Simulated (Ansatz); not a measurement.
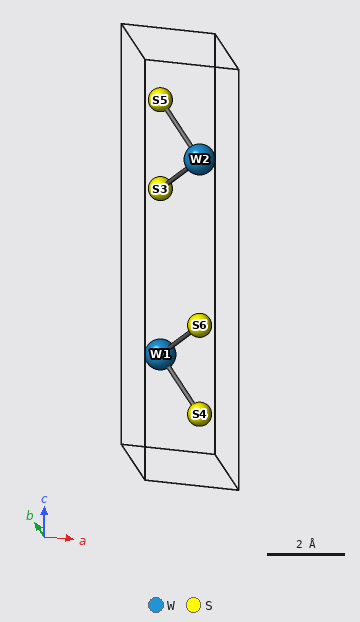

Fig. 1: The input geometry (ball-and-stick view of the cell of the calculation, seen at an oblique angle; atoms are numbered from 1 in the order of the input). An atom can appear more than once, as a periodic image. Near neighbours in the periodic cell (some may lie outside the picture): W has 6 S at 1.94 Å and 6 W at 2.55 Å; S has 3 W at 1.94 Å.

# Single-point calculation of WS2

The run: single-point calculation of WS2 (P6₃/mmc, 6 atoms in the cell). Method and program: DFT, PBE, plane waves, PAW, no spin polarisation (Ansatz 0.2.0).

The structure derives from a Materials Project entry. Some settings of this run were made unusual or wrong on purpose. Figures and captions count atoms from 1; the log counts them from 0 in places.

### Output
```
Engine: ansatz 0.2.0, aarch64-unknown-linux-gnu
Pseudopotentials: kind: paw
Pseudopotential: W, paw, valence charge 14, recommended cutoff 420 eV (normal), W.paw.azcp
Pseudopotential: S, paw, valence charge 6, recommended cutoff 420 eV (normal), S.paw.azcp
Functional definition: PBE
  parameter kappa = 0.804
  parameter beta = 0.06672455060314922
  exchange = pbe_x(kappa = kappa, mu = beta*pi^2/3)
  correlation = pbe_c(beta = beta)
Crystal: 6 atoms, lattice volume = 67.008 Å³
Basis set: ecut = 420 eV, 1329 PW (Γ), exchange–correlation on 36×36×160 points (8 copies of the dense FFT grid, shifted against one another)
Bands: 32, of which v1, the nominal top of the filled ones, is band 26 counted from 1 (25 counted from 0)
Symmetry: 24 space group operations
Space group: P63/mmc (ITA 194), of the structure as read, at distance tolerance 4.1e-5 Å
k-points: 38 of 288
Non-local potential: W, projectors of the file, l = 0: 3, l = 1: 2, l = 2: 2, l = 3: 1
Non-local potential: S, projectors of the file, l = 0: 2, l = 1: 2, l = 2: 2
PAW form: soft (Blöchl's): semilocal exchange-correlation on the pseudo side does not see the compensation charge
PAW one-centre angular grid: W, 590 points (default); XC on 64 Gauss nodes
PAW one-centre angular grid: S, 110 points (default); XC on 64 Gauss nodes
Initial density: superposition of atomic densities (neutral atoms: chi_scale 0, normalization atom), corrected by the library's trained network
Initial wavefunctions: pseudopotential atomic-orbital guess
Functional: x = pbe(κ = 0.804, μ = 0.2195149727645171), c = pbe(β = 0.06672455060314922)
SCF iter   1: F=—  HF=-24343.973487 eV  |F-HF|=—  |Δ(HF+E_count)|=         —  Δρ=3.53e-2  dr2=2.13e0  ethr=1.77e-3  ⟨swp⟩=9.8  Hψ=7735  notcnv=0  defer=1
preconditioner: auto → none  [insulator: Δε(μ)=1.920 eV  Ē_g=12.306 eV  σ=0.020 eV  W_gap=1.00  n_scr=8 (ndim 8)  ℏωp=27.2 eV  f_vac=0.017  D(μ)=0.00/eV (n_scr^D=0)  ε∞_Penn≈5.9]
SCF iter   2: F=—  HF=-24344.052663 eV  |F-HF|=—  |Δ(HF+E_count)|=   7.92e-2  Δρ=3.03e-2  dr2=2.68e0  ethr=1.77e-3  ⟨swp⟩=5.3  Hψ=3392  notcnv=0  defer=71
SCF iter   3: F=—  HF=-24343.465535 eV  |F-HF|=—  |Δ(HF+E_count)|=   5.87e-1  Δρ=9.98e-3  dr2=3.18e-2  ethr=1.77e-3  ⟨swp⟩=4.3  Hψ=2683  notcnv=0  defer=72
SCF iter   4: F=—  HF=-24343.467382 eV  |F-HF|=—  |Δ(HF+E_count)|=   1.85e-3  Δρ=2.37e-3  dr2=2.51e-3  ethr=6.11e-5  ⟨swp⟩=3.2  Hψ=2670  notcnv=0  defer=35
automatic band count: iteration 4 solves 31 bands in place of 32: the levels show a gap, and the empty bands left out lie too high to hold charge; the band table lists the bands solved (type scf.n_extra_bands for more)
SCF iter   5: F=—  HF=-24343.467608 eV  |F-HF|=—  |Δ(HF+E_count)|=   2.26e-4  Δρ=5.64e-4  dr2=1.30e-4  ethr=4.83e-6  ⟨swp⟩=3.3  Hψ=2415  notcnv=0  defer=35
SCF iter   6: F=—  HF=-24343.467638 eV  |F-HF|=—  |Δ(HF+E_count)|=   2.94e-5  Δρ=7.06e-5  dr2=1.56e-6  ethr=2.49e-7  ⟨swp⟩=2.6  Hψ=2082  notcnv=0  defer=35
SCF iter   7: F=—  HF=-24343.467489 eV  |F-HF|=—  |Δ(HF+E_count)|=   1.48e-4  Δρ=1.41e-5  dr2=5.90e-8  ethr=1.92e-10  ⟨swp⟩=16.0  Hψ=7724  notcnv=0
SCF iter   8: F=-24343.467489 eV  HF=-24343.467489 eV  |F-HF|=8.73e-10  |Δ(HF+E_count)|=   4.57e-8  Δρ=1.68e-6  dr2=2.48e-9  ethr=1.14e-10  ⟨swp⟩=3.4  Hψ=5355  notcnv=0
SCF 1 converged in 8 iterations: F = -24343.467489 eV  dr2 = 2.48e-9
  greatest PAW one-centre occupation: 0.999 electrons in one spin orbital (limit 2), on the W atom at site 1 (counted from 0), in its partial waves of l = 0
```

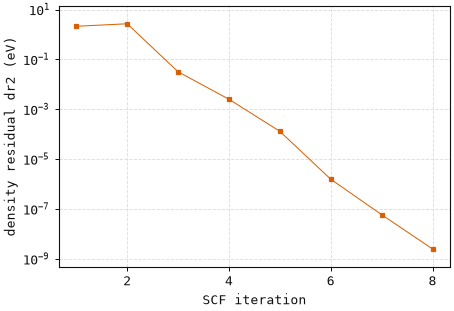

Fig. 2: Convergence of the self-consistent field: density residual dr2 against the SCF iteration. The residual falls almost steadily, with no more than small rises.

```
SCF converged after 8 iterations
Free energy (F): -24343.467489 eV
Harris-Foulkes:  -24343.467489 eV  (|F-HF|=8.73e-10)
Internal energy: -24343.467489 eV  (E = F + TS)
E sigma→0 (E₀):  -24343.467489 eV
Fermi energy:    20.999625 eV
--- Per-component energies (eV) ---
  E_band       = 1.625886
  E_kinetic    = 1534.193655
  E_local      = -4929.896502  (includes V_loc(G=0)·N_el)
  E_nonlocal   = 138.142083
  E_hartree    = 2227.167051
  E_xc         = -982.828605
  E_vxc        = -906.406589  (∫ρ·V_xc dr)
  E_paw        = -19544.438891  (= ΣΔE_a)
  E_vpaw       = -288.736839  (= ΣTr[D̂ρ^β])
  E_aug_tail   = -0.000116  (compensation charges beyond the density's cutoff)
  E_ewald      = -2785.806164
  E_smearing   = -0.000000  (= −TS)
  E_closure    = -0.000000  (closes the sum)
  Σ components = -24343.467489   (vs F -24343.467489, Δ=0.00e0)
--- Forces (eV/Å), atoms counted from 1 ---
  atom   1  W      0.00000000    -0.00000000    -0.00000000
  atom   2  W     -0.00000000     0.00000000     0.00000000
  atom   3  S     -0.00000000    -0.00000000   -28.86023832
  atom   4  S     -0.00000000     0.00000000   -28.86023832
  atom   5  S     -0.00000000    -0.00000000    28.86023832
  atom   6  S      0.00000000     0.00000000    28.86023832
  max |Σ_I F_I| component: 3.70e-17 eV/Å
--- Stress (GPa, compression-positive) ---
      347.444135       0.000000      -0.000000
        0.000000     347.444135      -0.000000
       -0.000000      -0.000000     350.191189
  P = ⅓ Tr σ = 348.3598 GPa (3483.598 kbar)
--- Band table (eV; the first three rows and the last of 38) ---
  k-point 0: bands = ["-53.5471", "-53.5471", "-19.7041", "-19.7039", "-17.3626", "-17.3626", "-17.3625", "-17.3625", "0.1577", "0.2282", "4.7309", "5.0314", "8.2307", "8.5503", "13.6928", "13.6928", "13.6929", "13.6929", "16.3012", "16.9392", "16.9392", "16.9435", "16.9435", "17.5404", "18.0256", "19.8678", "24.6140", "24.6140", "24.6246", "24.6246", "25.9751"]
  k-point 1: bands = ["-53.5471", "-53.5471", "-19.7040", "-19.7040", "-17.3626", "-17.3626", "-17.3626", "-17.3626", "0.1924", "0.1924", "4.8762", "4.8762", "8.3952", "8.3952", "13.6928", "13.6928", "13.6928", "13.6928", "16.6962", "16.6962", "16.9413", "16.9413", "16.9413", "16.9413", "19.1436", "19.1436", "24.6191", "24.6191", "24.6191", "24.6191", "26.0428"]
  k-point 2: bands = ["-53.5225", "-53.5225", "-19.6518", "-19.6516", "-17.6354", "-17.6354", "-17.4162", "-17.4161", "0.4946", "0.5686", "4.7342", "5.0131", "8.5143", "8.8263", "13.2922", "13.3028", "14.0551", "14.0557", "14.9403", "15.5507", "16.5450", "16.5502", "17.6494", "17.9767", "19.1214", "19.8387", "24.5153", "24.5449", "25.2180", "25.2328", "25.5616"]
  k-point 37: bands = ["-53.1214", "-53.1214", "-20.0507", "-20.0507", "-19.4989", "-19.4989", "-18.7550", "-18.7550", "4.6665", "4.6665", "7.1792", "7.1792", "8.1349", "8.1349", "11.0464", "11.0464", "12.3824", "12.3824", "14.8725", "14.8725", "15.8832", "15.8832", "17.3559", "17.3559", "18.9713", "18.9713", "22.7724", "22.7724", "23.1740", "23.1740", "27.3208"]
```

This output came from the following input.

### Input
```yaml
crystal:
  lattice:
    - [2.55022014, 0.0, 0.0]
    - [-1.27511007, 2.20855543, 0.0]
    - [0.0, 0.0, 11.89703379]
  atoms:
    - { symbol: W, position: [0.3333333333, 0.6666666667, 0.25] }
    - { symbol: W, position: [0.6666666667, 0.3333333333, 0.75] }
    - { symbol: S, position: [0.3333333333, 0.6666666667, 0.6443542048] }
    - { symbol: S, position: [0.6666666667, 0.3333333333, 0.1443542048] }
    - { symbol: S, position: [0.3333333333, 0.6666666667, 0.8556457952] }
    - { symbol: S, position: [0.6666666667, 0.3333333333, 0.3556457952] }
basis:
  ecutwfc: 420
kpoints:
  mp_grid: { grid: [12, 12, 2] }
hamiltonian:
  xc: pbe
scf:
  occupations: { method: gaussian, width: 0.02 }
  max_iter: 75
output:
  forces: true
  eigenvalues: true
  stress: true
```

Run as:
```bash
ansatz run input.yaml --threads 4 --pin off --max-ram 10240MiB --backend cpu --events-out ev --progress --plain --runs-dir out
```

### Outcome

- outcome: converged
- space group (tolerance 0.01 Å): P6₃/mmc (194)
- electrons treated: 52
- free energy: −24343.4675 eV
- Fermi energy: 21.000 eV
- gap on the k-point mesh: 2.03 eV
- pressure: 348.36 GPa
- largest force (length of the vector): 28.860 eV/Å
- hardware: 4 threads of Arm Neoverse V2, 24 GiB of memory available, shared host
- wall time: 1.7 s (CPU time 6.1 s)
- peak memory: 0.39 GiB

### Diagnosis

The input was spoiled on purpose: a lattice far too small (`crystal.lattice`). The atoms are squeezed together and the pressure is enormous. The program still converged, but the numbers can't be taken as results for the intended system.
